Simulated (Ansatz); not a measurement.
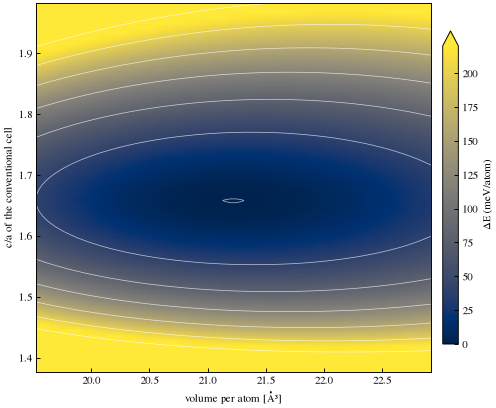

Energy landscape of SiGe (P6_3mc, No. 186; 4 atoms in the cell). The energy is mapped over volume and the cell's shape. First axis: volume per atom. Second axis: c/a of the conventional cell. Nothing is relaxed (fractional coordinates fixed). Grid: 5 × 5 points. Points are written as (first, second). Energies are in meV/atom, from the lowest grid point. The band gap closes in part of the range. Level of theory: DFT PBEsol, scalar-relativistic, plane waves, PAW in Ansatz 0.2.0. Settings: cutoff 420 eV, k-mesh 12×12×6 in the order of the run's cell vectors, gaussian smearing 0.03 eV, no spin polarisation.

The picture shows a smooth colour map with a few white contour lines, one colour for all values above the top of the scale. Between grid points the surface is interpolated. 

### Summarise what can be read from the map.

The lowest grid point is at (21.22 Å³, 1.652). It is the only kind of minimum in the scanned range. The highest grid point, (19.52 Å³, 1.377), lies 450 meV/atom above the lowest.

Grid values (meV/atom):

```tsv
c/a of the conventional cell ↓, volume per atom →	19.52	20.37	21.22	22.07	22.92
1.982	329	276	246	235	239
1.809	120	84	69	72	89
1.652	40	9	0	8	30
1.508	136	98	81	83	99
1.377	450	387	349	330	327
```

The input of one point:

```yaml
crystal:
  lattice:
    - [3.900465387, 0.0, 0.0]
    - [-1.9502326935, 3.3779021117, 0.0]
    - [0.0, 0.0, 6.4431565742]
  atoms:
    - { symbol: Si, position: [0.6666666667, 0.3333333333, 0.8745463082] }
    - { symbol: Si, position: [0.3333333333, 0.6666666667, 0.3745463082] }
    - { symbol: Ge, position: [0.6666666667, 0.3333333333, 0.5004526918] }
    - { symbol: Ge, position: [0.3333333333, 0.6666666667, 0.0004526918] }
basis:
  ecutwfc: 420
kpoints:
  mp_grid: { grid: [12, 12, 6] }
hamiltonian:
  xc: pbesol
  pseudopotentials: { kind: paw, azcp: { folder: soft_1 } }
scf:
  occupations: { method: gaussian, width: 0.03 }
output:
  forces: true
  stress: true
  eigenvalues: true
  write_density: true
  write_potential: true
  elf: true
  volumetric_format: npy
```

Each point was launched as `ansatz run input.yaml --threads 1 --pin off --max-ram 2048MiB --backend cpu --events-out ev --progress --plain --runs-dir out`. The whole map (25 points run) took 5.7 min on 1 thread of Intel(R) Xeon(R) Platinum 8259CL CPU @ 2.50GHz (Skylake/Cascade Lake), with other jobs on the host.
